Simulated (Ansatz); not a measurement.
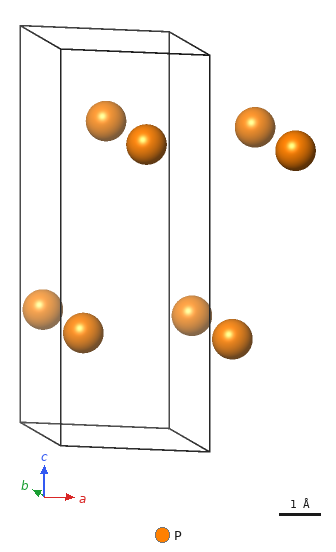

The starting point is a symmetric starting cell of P (made from another compound by putting P in place of Bi). Style: ball-and-stick. Shown: the cell of the calculation, repeated 2 × 2 × 1 with one cell outlined, slightly off an axis.

Computed with DFT PBEsol, scalar-relativistic, plane waves, PAW (Ansatz 0.2.0). Settings: plane-wave cutoff 420 eV; k-point mesh 15 × 15 × 6; occupations gaussian; smearing width 0.1 eV; no spin polarisation.

Change: All lengths are scaled by −2.1 % (volume −6.3 %), the atoms keeping their fractional coordinates. No relaxation follows. The starting cell wasn't computed here and needn't be at equilibrium, so pressure and forces aren't due to the change alone.

> What does the calculation give for the changed structure?

The space group stays P6_3/mmc (No. 194). The pressure is −7.3 GPa (not all of it need come from the change, since the unchanged cell can be under pressure at this level too). The principal stresses (compression positive) are −0.8 GPa along c and −10.5 GPa across it. All forces vanish by symmetry.

Drawn alike, the variant:

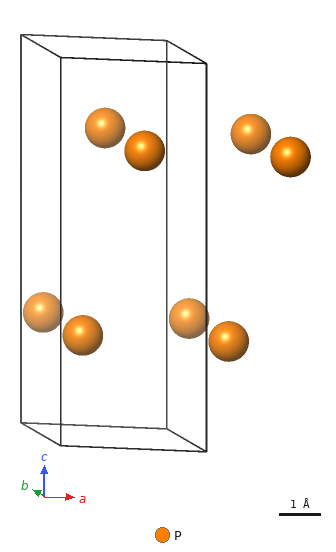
